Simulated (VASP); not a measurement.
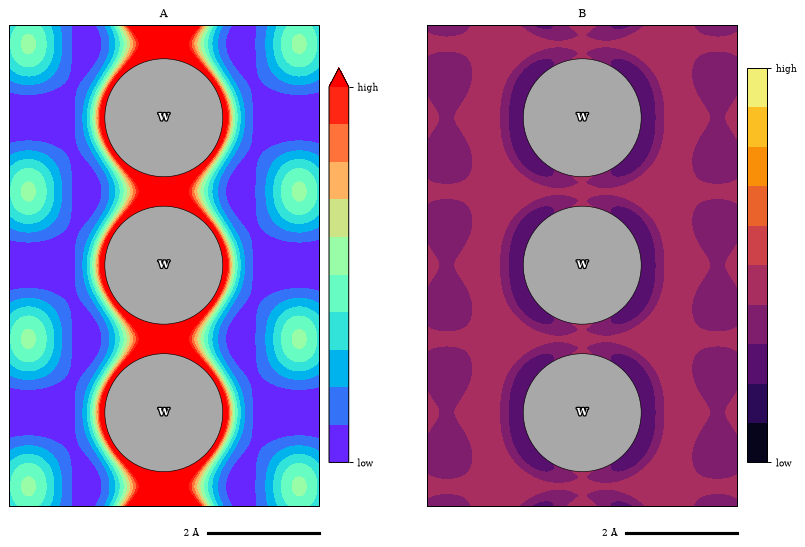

W: 2 fields on the (100) plane of the conventional cell, with unlabelled colour scales. Grey discs cover the atomic cores.

Space group R-3m; changed on purpose from its base cell (strained and moved within a subgroup); computed pressure about −27 GPa in this cell.

The calculation used VASP, Kohn-Sham DFT of a periodic cell, PBE, VASP PAW PBE potentials, recommended.

Match the panels to the quantities (electron localisation function and valence pseudo-density).

Answer. Panel A: valence pseudo-density. Panel B: electron localisation function. From the grid: W–W (2.66 Å): ρ is about 0.49 e/Å³ halfway; the ELF is about 0.40 at the midpoint.
